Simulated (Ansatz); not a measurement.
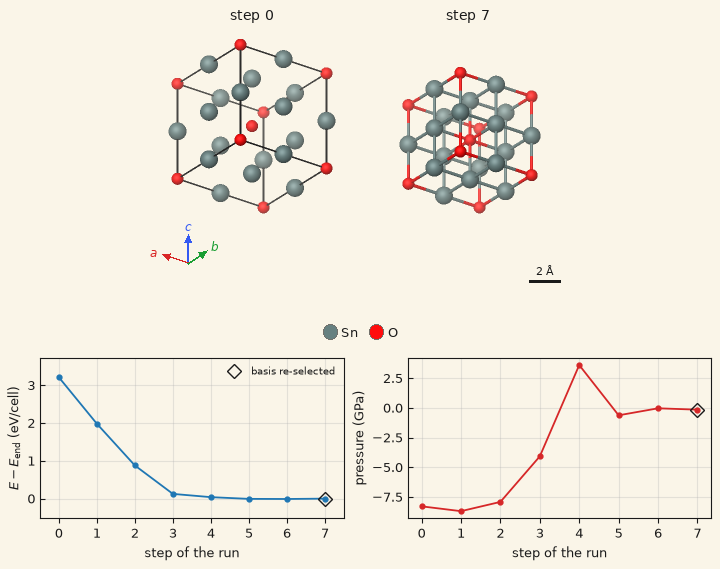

First and last geometry of a relaxation of a crystal of Sn3O (a generated structure, set up in Im-3m) (coarse preliminary run), with the history of the run. A ball-and-stick model of the conventional cell (2 times the calculation's cell), seen from a free direction. Lengths and directions refer to the drawn axes.

The calculation used DFT PBE, scalar-relativistic, plane waves, PAW (Ansatz). Settings: plane-wave cutoff 420 eV; k-point mesh 4 × 4 × 4; occupations gaussian; smearing width 0.1 eV; no spin polarisation; cell and atoms relaxed; force threshold 0.04 eV/Å; at most 70 steps.

Question: What do the curves and the structures tell?

Answer: It converged. After 6 accepted moves (7 points after the start) the energy has fallen by 3.213 eV per cell of the calculation. All forces vanish by symmetry, so only the cell relaxes. Pressure: −8.29 GPa at the start and −0.15 GPa at the end. At 1 point the geometry stayed and the basis and grid were re-selected for the new cell (energy shift of 9.6 meV per cell of the calculation at most each time). No atom moves by more than 0.005 Å relative to the cell. Cell: a = b = c 6.898 → 5.708 Å (−17.3 %). Volume −43.3 %. Among the contacts that change: O–Sn 3.449 → 2.854 Å, Sn–Sn 3.449 → 2.854 Å. New bonds form: Sn–Sn (3.45 → 2.85 Å). The space group stays Im-3m (No. 229).

```csv
step,"E − E(0), meV/atom","pressure, GPa","volume, Å³/atom",note
0,0.00,-8.29,41.028,
1,-307.40,-8.69,35.315,
2,-583.63,-7.91,30.159,
3,-771.81,-4.08,25.531,
4,-793.41,3.61,21.969,
5,-804.76,-0.62,23.509,
6,-805.54,-0.03,23.245,
7,-803.13,-0.15,23.245,"same geometry, new basis"
```
